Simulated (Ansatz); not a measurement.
WS₂: single-point calculation (part 1 of 2)

System: WS₂ (P3m1, 36 atoms in the cell).
Method: DFT PBE, scalar-relativistic, plane waves, PAW, no spin polarisation (Ansatz 0.2.0).

The structure derives from a Materials Project entry. Figures and captions count atoms from 1; the log counts them from 0 in places.

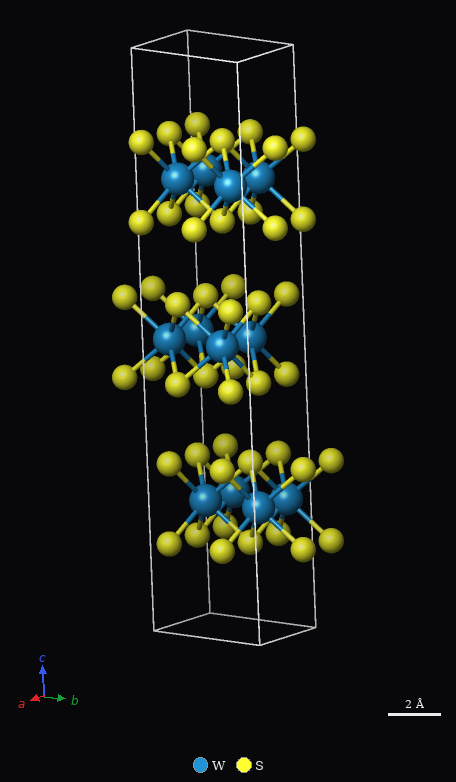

**Figure 1.** The structure as given in the input (ball-and-stick view of the cell of the calculation, with the vacuum cut short, seen slightly off an axis; bonded neighbours outside the cell are drawn too). An atom can appear more than once, as a periodic image. Near neighbours in the periodic cell (some may lie outside the picture): W has 6 S at 2.41 Å; S has 3 W at 2.41 Å.

## The input
```yaml
crystal:
  lattice:
    - [-3.182954, -5.513038, 0.0]
    - [3.182954, -5.513038, 0.0]
    - [-1.591477, -2.756519, 28.532218]
  atoms:
    - { symbol: W, position: [0.837023, 0.666667, 0.659287] }
    - { symbol: W, position: [0.337023, 0.666667, 0.659287] }
    - { symbol: W, position: [0.837023, 0.166667, 0.659287] }
    - { symbol: W, position: [0.337023, 0.166667, 0.659287] }
    - { symbol: W, position: [0.890566, 0.333334, 0.885534] }
    - { symbol: W, position: [0.390566, 0.333334, 0.885534] }
    - { symbol: W, position: [0.890566, 0.833334, 0.885534] }
    - { symbol: W, position: [0.390566, 0.833334, 0.885534] }
    - { symbol: W, position: [0.616152, 0.333334, 0.434362] }
    - { symbol: W, position: [0.116152, 0.333334, 0.434362] }
    - { symbol: W, position: [0.616152, 0.833334, 0.434362] }
    - { symbol: W, position: [0.116152, 0.833334, 0.434362] }
    - { symbol: S, position: [0.696574, 0.666666, 0.940186] }
    - { symbol: S, position: [0.196574, 0.666666, 0.940186] }
    - { symbol: S, position: [0.696574, 0.166666, 0.940186] }
    - { symbol: S, position: [0.196574, 0.166666, 0.940186] }
    - { symbol: S, position: [0.922151, 0.666667, 0.489031] }
    - { symbol: S, position: [0.422151, 0.666667, 0.489031] }
    - { symbol: S, position: [0.922151, 0.166667, 0.489031] }
    - { symbol: S, position: [0.422151, 0.166667, 0.489031] }
    - { symbol: S, position: [0.976357, 0.333334, 0.713952] }
    - { symbol: S, position: [0.476357, 0.333334, 0.713952] }
    - { symbol: S, position: [0.976357, 0.833334, 0.713952] }
    - { symbol: S, position: [0.476357, 0.833334, 0.713952] }
    - { symbol: S, position: [0.751243, 0.666666, 0.830848] }
    - { symbol: S, position: [0.251243, 0.666666, 0.830848] }
    - { symbol: S, position: [0.751243, 0.166666, 0.830848] }
    - { symbol: S, position: [0.251243, 0.166666, 0.830848] }
    - { symbol: S, position: [0.976812, 0.666666, 0.37971] }
    - { symbol: S, position: [0.476812, 0.666666, 0.37971] }
    - { symbol: S, position: [0.976812, 0.166666, 0.37971] }
    - { symbol: S, position: [0.476812, 0.166666, 0.37971] }
    - { symbol: S, position: [0.531021, 0.333333, 0.604625] }
    - { symbol: S, position: [0.031021, 0.333333, 0.604625] }
    - { symbol: S, position: [0.531021, 0.833333, 0.604625] }
    - { symbol: S, position: [0.031021, 0.833333, 0.604625] }
basis:
  ecutwfc: 420
  fft_grid_basis: typed
kpoints:
  mp_grid: { grid: [2, 2, 2] }
hamiltonian:
  xc: pbe
  pseudopotentials: { kind: paw }
scf:
  occupations: { method: gaussian, width: 0.05 }
output:
  forces: true
  stress: false
  eigenvalues: true
  bader: false
  write_density: true
  volumetric_format: npy
```

Hardware: 4 threads of Arm Neoverse V2, 24 GiB of memory available, shared host.

Launched with:
```bash
ansatz run input.yaml --threads 4 --pin off --max-ram 10240MiB --backend cpu --events-out ev --progress --plain --runs-dir out
```

## The program's output
```
Engine: ansatz 0.2.0, aarch64-unknown-linux-gnu
Pseudopotentials: kind: paw
Pseudopotential: W, paw, valence charge 14, recommended cutoff 420 eV (normal), W.paw.azcp
Pseudopotential: S, paw, valence charge 6, recommended cutoff 420 eV (normal), S.paw.azcp
Functional definition: PBE
  parameter kappa = 0.804
  parameter beta = 0.06672455060314922
  exchange = pbe_x(kappa = kappa, mu = beta*pi^2/3)
  correlation = pbe_c(beta = beta)
Crystal: 36 atoms, lattice volume = 1001.352 Å³
Basis set: ecut = 420 eV, 19635 PW (Γ), exchange–correlation on 90×90×384 points (8 copies of the dense FFT grid, shifted against one another)
Bands: 192, of which v1, the nominal top of the filled ones, is band 156 counted from 1 (155 counted from 0)
Symmetry: 8 space group operations
Space group: P3m1 (ITA 156), of the structure as read, at distance tolerance 1.0e-4 Å
k-points: 6 of 8
Non-local potential: W, projectors of the file, l = 0: 3, l = 1: 2, l = 2: 2, l = 3: 1
Non-local potential: S, projectors of the file, l = 0: 2, l = 1: 2, l = 2: 2
PAW form: soft (Blöchl's): semilocal exchange-correlation on the pseudo side does not see the compensation charge
PAW one-centre angular grid: W, 590 points (default); XC on 64 Gauss nodes
PAW one-centre angular grid: S, 110 points (default); XC on 64 Gauss nodes
Initial density: superposition of atomic densities (neutral atoms: chi_scale 0, normalization atom), corrected by the library's trained network
Initial wavefunctions: pseudopotential atomic-orbital guess
Functional: x = pbe(κ = 0.804, μ = 0.2195149727645171), c = pbe(β = 0.06672455060314922)
SCF iter   1: F=—  HF=-146297.701489 eV  |F-HF|=—  |Δ(HF+E_count)|=         —  Δρ=4.67e-3  dr2=3.78e-1  ethr=1.77e-3  ⟨swp⟩=7.3  Hψ=5270  notcnv=0
preconditioner: auto → Resta (q_TF=auto, 2.246 Å⁻¹)  ε∞=5.3  [insulator: Δε(μ)=1.658 eV  Ē_g=8.338 eV  σ=0.050 eV  W_gap=1.00  n_scr=184 (ndim 8)  ℏωp=17.2 eV  f_vac=0.334  D(μ)=0.00/eV (n_scr^D=0)  ε∞_Penn≈5.3  vacuum switching on, ρ_ref=5.0e-3 e/Å³]
SCF iter   2: F=—  HF=-146297.699649 eV  |F-HF|=—  |Δ(HF+E_count)|=   1.84e-3  Δρ=2.36e-3  dr2=3.59e-2  ethr=1.21e-4  ⟨swp⟩=2.7  Hψ=1892  notcnv=0  defer=142
SCF iter   3: F=—  HF=-146297.716022 eV  |F-HF|=—  |Δ(HF+E_count)|=   1.64e-2  Δρ=1.35e-3  dr2=8.32e-3  ethr=1.15e-5  ⟨swp⟩=2.0  Hψ=1566  notcnv=0  defer=70
automatic band count: iteration 3 solves 180 bands in place of 192: the levels show a gap, and the empty bands left out lie too high to hold charge; the band table lists the bands solved (type scf.n_extra_bands for more)
SCF iter   4: F=—  HF=-146297.726631 eV  |F-HF|=—  |Δ(HF+E_count)|=   1.06e-2  Δρ=4.26e-4  dr2=2.10e-3  ethr=2.67e-6  ⟨swp⟩=2.0  Hψ=1584  notcnv=0  defer=70
SCF iter   5: F=—  HF=-146297.727518 eV  |F-HF|=—  |Δ(HF+E_count)|=   8.88e-4  Δρ=9.14e-5  dr2=1.87e-4  ethr=6.74e-7  ⟨swp⟩=2.2  Hψ=1680  notcnv=0  defer=70
SCF iter   6: F=—  HF=-146297.727538 eV  |F-HF|=—  |Δ(HF+E_count)|=   1.94e-5  Δρ=3.36e-5  dr2=4.16e-5  ethr=5.99e-8  ⟨swp⟩=3.3  Hψ=2091  notcnv=0  defer=70
SCF iter   7: F=—  HF=-146297.727638 eV  |F-HF|=—  |Δ(HF+E_count)|=   9.99e-5  Δρ=1.66e-5  dr2=6.96e-6  ethr=1.33e-8  ⟨swp⟩=2.0  Hψ=1416  notcnv=0  defer=70
SCF iter   8: F=—  HF=-146297.727638 eV  |F-HF|=—  |Δ(HF+E_count)|=   3.56e-7  Δρ=3.31e-6  dr2=1.90e-7  ethr=2.23e-9  ⟨swp⟩=2.5  Hψ=2136  notcnv=0  defer=70
SCF iter   9: F=-146297.727637 eV  HF=-146297.727637 eV  |F-HF|=8.56e-8  |Δ(HF+E_count)|=   1.72e-8  Δρ=1.37e-6  dr2=9.56e-8  ethr=3.21e-11  ⟨swp⟩=12.8  Hψ=5058  notcnv=0
SCF 1 converged in 9 iterations: F = -146297.727637 eV  dr2 = 9.56e-8
  greatest PAW one-centre occupation: 1.000 electrons in one spin orbital (limit 2), on the W atom at site 7 (counted from 0), in its partial waves of l = 0
```

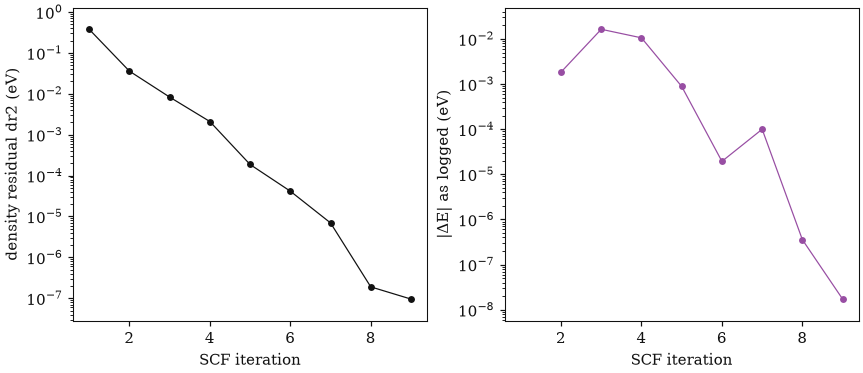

**Figure 2.** Convergence of the self-consistent field: density residual dr2 and size of the energy change against the SCF iteration. The residual falls at every step.

```
SCF converged after 9 iterations
Free energy (F): -146297.727637 eV
Harris-Foulkes:  -146297.727637 eV  (|F-HF|=8.56e-8)
Internal energy: -146297.727637 eV  (E = F + TS)
E sigma→0 (E₀):  -146297.727637 eV
Fermi energy:    6.298866 eV
--- Per-component energies (eV) ---
  E_band       = -4127.357196
  E_kinetic    = 7991.453250
  E_local      = -166157.162071  (includes V_loc(G=0)·N_el)
  E_nonlocal   = 688.229158
  E_hartree    = 79974.742504
  E_xc         = -5544.414476
  E_vxc        = -4978.347964  (∫ρ·V_xc dr)
  E_paw        = -117157.452268  (= ΣΔE_a)
  E_vpaw       = -1621.019622  (= ΣTr[D̂ρ^β])
  E_aug_tail   = -0.000698  (compensation charges beyond the density's cutoff)
  E_ewald      = 53906.876964
  E_smearing   = -0.000000  (= −TS)
  E_closure    = 0.000000  (closes the sum)
  Σ components = -146297.727637   (vs F -146297.727637, Δ=0.00e0)
--- Forces (eV/Å), atoms counted from 1 ---
  atom   1  W     -0.00001838     0.00001061     0.00373980
  atom   2  W     -0.00001838     0.00001061     0.00373980
  atom   3  W     -0.00001838     0.00001061     0.00373980
  atom   4  W     -0.00001838     0.00001061     0.00373980
  atom   5  W     -0.00013731     0.00007928     0.00905728
  atom   6  W     -0.00013731     0.00007928     0.00905728
  atom   7  W     -0.00013731     0.00007928     0.00905728
  atom   8  W     -0.00013731     0.00007928     0.00905728
  atom   9  W     -0.00008562     0.00004944    -0.01915254
  atom  10  W     -0.00008562     0.00004944    -0.01915254
  atom  11  W     -0.00008562     0.00004944    -0.01915254
  atom  12  W     -0.00008562     0.00004944    -0.01915254
  atom  13  S      0.00006887    -0.00003976     0.20700071
  atom  14  S      0.00006887    -0.00003976     0.20700071
  atom  15  S      0.00006887    -0.00003976     0.20700071
  atom  16  S      0.00006887    -0.00003976     0.20700071
  atom  17  S      0.00001863    -0.00001075     0.15164640
  atom  18  S      0.00001863    -0.00001075     0.15164640
  atom  19  S      0.00001863    -0.00001075     0.15164640
  atom  20  S      0.00001863    -0.00001075     0.15164640
  atom  21  S     -0.00001493     0.00000862     0.15764500
  atom  22  S     -0.00001493     0.00000862     0.15764500
  atom  23  S     -0.00001493     0.00000862     0.15764500
  atom  24  S     -0.00001493     0.00000862     0.15764500
  atom  25  S      0.00006864    -0.00003963    -0.14880742
  atom  26  S      0.00006864    -0.00003963    -0.14880742
  atom  27  S      0.00006864    -0.00003963    -0.14880742
  atom  28  S      0.00006864    -0.00003963    -0.14880742
  atom  29  S      0.00006676    -0.00003854    -0.20801096
  atom  30  S      0.00006676    -0.00003854    -0.20801096
  atom  31  S      0.00006676    -0.00003854    -0.20801096
  atom  32  S      0.00006676    -0.00003854    -0.20801096
  atom  33  S      0.00003327    -0.00001921    -0.15306080
  atom  34  S      0.00003327    -0.00001921    -0.15306080
  atom  35  S      0.00003327    -0.00001921    -0.15306080
  atom  36  S      0.00003327    -0.00001921    -0.15306080
  max |Σ_I F_I| component: 2.30e-4 eV/Å
--- Band table (eV; the first three rows and the last of 6) ---
  k-point 0: bands = ["-68.9187", "-68.9182", "-68.9182", "-68.9019", "-68.9019", "-68.9019", "-68.9013", "-68.9013", "-68.9013", "-68.9013", "-68.9013", "-68.9013", "-33.3854", "-33.3854", "-33.3854", "-33.3844", "-33.3844", "-33.3844", "-33.3841", "-33.3841", "-33.3841", "-33.1986", "-33.1984", "-33.1983", "-33.1364", "-33.1363", "-33.1363", "-33.1361", "-33.1361", "-33.1361", "-33.1361", "-33.1361", "-33.1361", "-33.1307", "-33.1307", "-33.1307", "-33.1296", "-33.1296", "-33.1296", "-33.1294",
      "-33.1294", "-33.1294", "-33.0518", "-33.0518", "-33.0507", "-33.0507", "-33.0505", "-33.0505", "-9.8349", "-9.7876", "-9.7465", "-8.2079", "-8.1157", "-8.0352", "-7.6953", "-7.6953", "-7.6953", "-7.6718", "-7.6718", "-7.6718", "-7.6546", "-7.6546", "-7.6546", "-7.4146", "-7.4146", "-7.4146", "-7.3919", "-7.3919", "-7.3919", "-7.3786", "-7.3786", "-7.3786", "-1.6111", "-1.5527", "-1.5527", "-1.5527", "-1.4907", "-1.4907", "-1.4907", "-1.4360",
      "-1.4360", "-1.4360", "-1.3667", "-1.1173", "-0.2064", "-0.2064", "-0.2064", "-0.1550", "-0.1550", "-0.1550", "-0.1019", "-0.1019", "-0.1019", "0.4277", "0.4277", "0.4277", "0.5890", "0.5890", "0.5890", "0.7237", "0.7237", "0.7238", "1.5446", "1.5446", "1.5446", "1.5629", "1.5629", "1.5629", "1.5762", "1.5762", "1.5762", "2.1013", "2.1013", "2.1064", "2.1064", "2.1084", "2.1084", "2.3557", "2.8445", "2.8445",
      "2.8445", "2.8902", "2.8902", "2.8902", "2.8909", "2.9250", "2.9250", "2.9250", "3.3384", "3.3384", "3.3505", "3.3505", "3.3579", "3.3579", "3.5174", "3.6642", "3.6642", "3.6642", "3.7057", "3.7057", "3.7057", "3.7396", "3.7396", "3.7396", "4.0423", "4.0423", "4.0423", "4.0887", "4.0887", "4.0887", "4.1199", "4.1199", "4.1199", "4.7655", "5.1526", "5.4557", "7.8491", "7.8491", "7.8491", "7.8600",
      "7.8600", "7.8600", "7.8684", "7.8684", "7.8684", "7.8909", "7.8909", "7.8970", "7.8970", "7.8996", "7.8996", "8.0391", "8.0391", "8.0781", "8.0781", "8.1088", "8.1088", "8.2589", "8.2589", "8.2589"]
```
